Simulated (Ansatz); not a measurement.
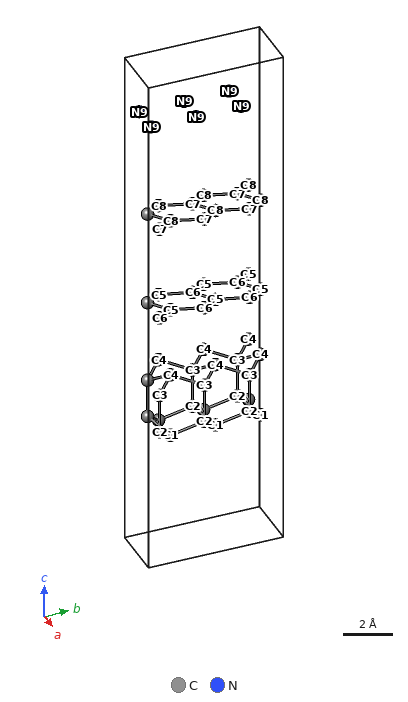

Figure 1. The input geometry (ball-and-stick view of the 2 × 3 repeat of the cell, with the vacuum cut short, seen slightly off an axis; atoms are numbered from 1 in the order of the input). An atom can appear more than once, as a periodic image.

Single-point calculation, with input and output: C₈N (part 1 of 3)

The run: single-point calculation of C₈N (slab, 9 atoms in the cell). Method and program: DFT PBEsol, scalar-relativistic, plane waves, PAW, spin-polarised (Ansatz 0.2.0).

The structure derives from an entry of the Crystallography Open Database. It belongs to a series of runs on one base structure; here: N lifted by +3.00 A from its best place. Figures and captions count atoms from 1; the log counts them from 0 in places.

## Input file
```yaml
crystal:
  lattice:
    - [2.4988149563, 0.0, 0.0]
    - [-1.2494074781, 2.1640372315, 0.0]
    - [0.0, 0.0, 25.763868273]
  atoms:
    - { symbol: C, position: [0.3333333334, 0.6666666667, 0.3299194015] }
    - { symbol: C, position: [0.6666666666, 0.3333333333, 0.3502041956] }
    - { symbol: C, position: [0.6666666666, 0.3333333333, 0.4106688376] }
    - { symbol: C, position: [0.3333333334, 0.6666666667, 0.4309536318] }
    - { symbol: C, position: [0.3333333334, 0.6666666667, 0.5397810204] }
    - { symbol: C, position: [0.6666666666, 0.3333333333, 0.5403661502] }
    - { symbol: C, position: [0.6666666666, 0.3333333333, 0.6885463836] }
    - { symbol: C, position: [0.3333333334, 0.6666666667, 0.6885498352] }
    - { symbol: "N", position: [0.5833333334, 1.1666666667, 0.8604442885], spin: 3.0 }
basis:
  ecutwfc: 420
kpoints:
  mp_grid: { grid: [12, 12, 1] }
hamiltonian:
  xc: pbesol
scf:
  occupations: { method: gaussian, width: 0.05 }
output:
  forces: true
  stress: true
  eigenvalues: true
  populations: true
  write_density: true
  write_potential: true
  elf: true
  volumetric_format: npy
magnetization:
  spin_polarized: true
efield:
  axis: 3
  dipole_correction: true
  ramp_width: 0.04
```

Launch command:
```bash
ansatz run input.yaml --threads 2 --pin off --max-ram 5120MiB --backend cpu --events-out ev --progress --plain --runs-dir out
```

## The program's output
```
Engine: ansatz 0.2.0, x86_64-unknown-linux-gnu
Pseudopotentials: kind: paw
Pseudopotential: C, paw, valence charge 4, recommended cutoff 420 eV (normal), C.paw.azcp
Pseudopotential: N, paw, valence charge 5, recommended cutoff 420 eV (normal), N.paw.azcp
Functional definition: PBEsol
  exchange = pbesol_x
  correlation = pbesol_c
Crystal: 9 atoms, lattice volume = 139.319 Å³
Basis set: ecut = 420 eV, 2697 PW (Γ), exchange–correlation on 36×36×360 points (8 copies of the dense FFT grid, shifted against one another)
Bands: 29, of which v1, the nominal top of the filled ones, is band 19 counted from 1 (18 counted from 0)
Symmetry: 2 space group operations
k-points: 43 of 144 (time reversal used)
Non-local potential: C, projectors of the file, l = 0: 2, l = 1: 2, l = 2: 1
Non-local potential: N, projectors of the file, l = 0: 2, l = 1: 2, l = 2: 1
PAW form: soft (Blöchl's): semilocal exchange-correlation on the pseudo side does not see the compensation charge
PAW frozen core: C, regenerated for the run's functional, and the local potential with it (the file was generated under x = pbe(κ = 0.804, μ = 0.2195149727645171), c = pbe(β = 0.06672455060314922))
PAW frozen core: N, regenerated for the run's functional, and the local potential with it (the file was generated under x = pbe(κ = 0.804, μ = 0.2195149727645171), c = pbe(β = 0.06672455060314922))
PAW one-centre angular grid: C, 110 points (default); XC on 64 Gauss nodes
PAW one-centre angular grid: N, 110 points (default); XC on 64 Gauss nodes
Starting moments: Σ|m| = 3 μB on 1 of 9 sites
Initial wavefunctions: pseudopotential atomic-orbital guess
Functional: x = pbesol(κ = 0.804, μ = 0.12345679012345678), c = pbesol(β = 0.046)
```
